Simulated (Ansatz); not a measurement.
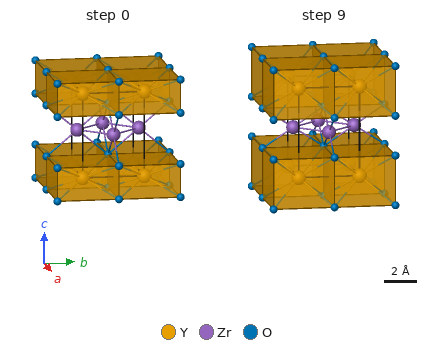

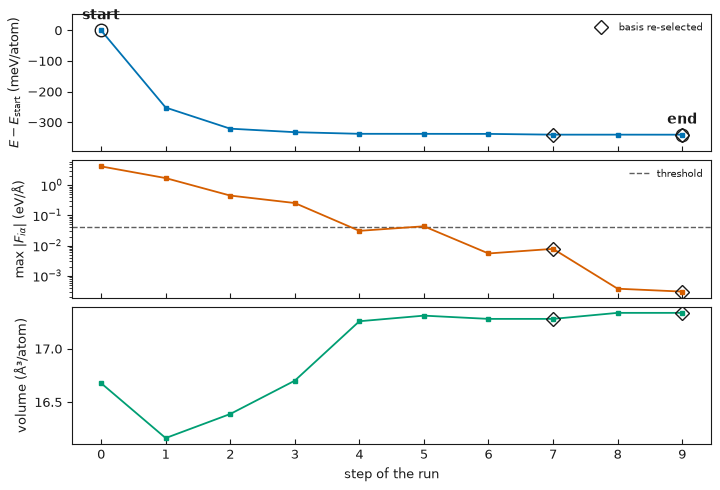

First and last geometry of a relaxation of crystalline YZr2O2 (a generated structure, set up in P4/mmm) (coarse preliminary run), with the history of the run. Style: polyhedral. Shown: the cell of the calculation, slightly off an axis.

Computed with DFT PBE, scalar-relativistic, plane waves, PAW (Ansatz).

Input file:
```yaml
crystal:
  lattice:
    - [3.93077592, 0.0, 0.0]
    - [0.0, 3.93077592, 0.0]
    - [0.0, 0.0, 5.39705605]
  atoms:
    - { symbol: "Y", position: [0.0, 0.0, 0.0] }
    - { symbol: Zr, position: [0.5, 0.0, 0.5] }
    - { symbol: Zr, position: [0.0, 0.5, 0.5] }
    - { symbol: O, position: [0.5, 0.5, 0.80279011] }
    - { symbol: O, position: [0.5, 0.5, 0.19720989] }
basis:
  ecutwfc: 420
kpoints:
  mp_grid: { grid: [4, 4, 4] }
hamiltonian:
  xc: pbe
scf:
  occupations: { method: gaussian, width: 0.1 }
  lower_state_search: "off"
output:
  forces: true
  stress: true
  eigenvalues: true
relax:
  adjacent_minimum: "off"
  f_tol: 0.04
  max_steps: 70
  cell: { stress_tol: 0.4 }
```

Command:
```bash
ansatz run input.yaml --threads 1 --pin off --max-ram 2560MiB --backend cpu --events-out ev --progress --plain --runs-dir out
```

What do the curves and the structures tell?

Answer. It converged. The largest moves relative to the cell, 0.46 Å, are those of O4 and O5. O4 goes along −c. Zr and Y stay in place. The volume changes by +3.9 %, with a = b 3.931 → 3.891 Å (−1.0 %), c 5.397 → 5.726 Å (+6.1 %). Among the contacts that change: Zr2–O4 2.556 → 2.324 Å, Y1–O4 2.976 → 3.178 Å, Y1–Zr2 3.338 → 3.461 Å, Zr2–Zr3 2.779 → 2.751 Å. The space group stays P4/mmm (No. 123). Over 7 accepted moves (9 points after the start) the energy falls by 340 meV per atom. The largest force component goes from 4.2 to 0.0003 eV/Å. The pressure goes from −4.49 to 0.04 GPa. The SCF was repeated twice at an unchanged geometry on a basis and grid sized afresh for the cell, which shifted the energy by 2.5 meV per atom at most. The run took 46 s on 1 thread of Intel(R) Xeon(R) Processor @ 2.70GHz, with other jobs on the host, peak memory 0.41 GiB.

Limits of the set-up: the k-point mesh is coarse for a cell with partly filled bands.
